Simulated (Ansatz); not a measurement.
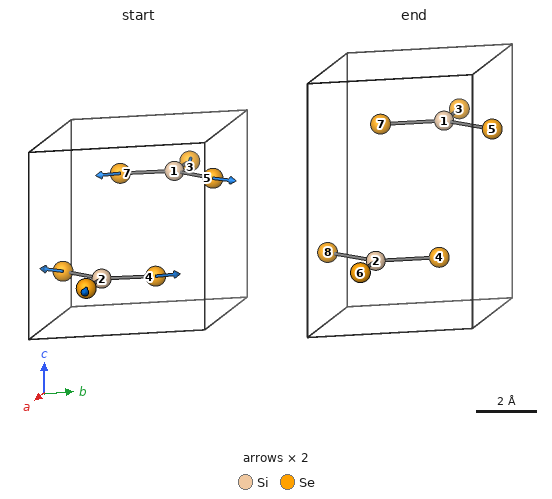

The structure of crystalline SiSe3 (a generated structure, set up in P6_3/m) before (left) and after (right) a relaxation, at one scale. The blue arrows give the displacements (the part carried along by the change of the cell is left out), magnified 2 times.

Style: ball-and-stick. Shown: the cell of the calculation, reduced to other axes, slightly off an axis. Lengths and directions refer to the drawn axes.

All numbers below come from DFT, PAW plane waves, PBE in Ansatz.

Input
```yaml
crystal:
  lattice:
    - [3.087372, 5.347483, 0.0]
    - [-3.087372, 5.347483, 0.0]
    - [0.0, 0.0, 6.408528]
  atoms:
    - { symbol: Si, position: [0.6667, 0.6666, 0.25] }
    - { symbol: Si, position: [0.3334, 0.3333, 0.75] }
    - { symbol: Se, position: [0.35498, 0.96175, 0.25] }
    - { symbol: Se, position: [0.03825, 0.31673, 0.75] }
    - { symbol: Se, position: [0.68327, 0.35498, 0.25] }
    - { symbol: Se, position: [0.64502, 0.03825, 0.75] }
    - { symbol: Se, position: [0.96175, 0.68327, 0.25] }
    - { symbol: Se, position: [0.31673, 0.64502, 0.75] }
  symmetry: { tolerance: 0.0003 }
kpoints:
  mp_grid: { grid: [6, 6, 4], shift: [0, 0, 0] }
magnetization:
  spin_polarized: false
scf:
  occupations: { method: cold, width: 0.2773 }
hamiltonian:
  pseudopotentials: { kind: paw }
  xc: pbe
basis:
  ecutwfc: 420
output:
  forces: true
  stress: true
  eigenvalues: true
relax:
  max_steps: 40
  cell: {}
  f_tol: 0.02
  max_displacement: 0.3
```

Run as
```bash
ansatz run input.yaml --threads 1 --pin off --max-ram 2560MiB --backend cpu --events-out ev --progress --plain --runs-dir out
```

### Summarise the run.

The largest moves relative to the cell, 0.48 Å, are those of Se3, Se4, Se5, Se6, Se7 and Se8. Se7 goes along [1 −3 0]. Si stays in place. The volume changes by +19.5 %, with a = b 6.175 → 5.796 Å (−6.1 %), c 6.409 → 8.690 Å (+35.6 %). Some distances before and after: Se3–Se5 3.864 → 3.121 Å, Se3–Se5 (another image) 3.248 → 3.862 Å, Se3–Se5 (another image) 3.609 → 3.120 Å, Si1–Se3 1.875 → 2.230 Å. The space group stays P6_3/m (No. 176). After 12 accepted moves (15 points after the start) the energy has fallen by 1090 meV per atom. Largest force component: 10 eV/Å at the start, 0.00043 eV/Å at the end. The pressure goes from 29.66 to 0.01 GPa. The line search rejected the trial step at point 6 of the run. At 2 points the geometry stayed and the basis and grid were re-selected for the new cell (energy shift of 3.9 meV per atom at most each time). The run took roughly 3 core-minutes on a shared host.
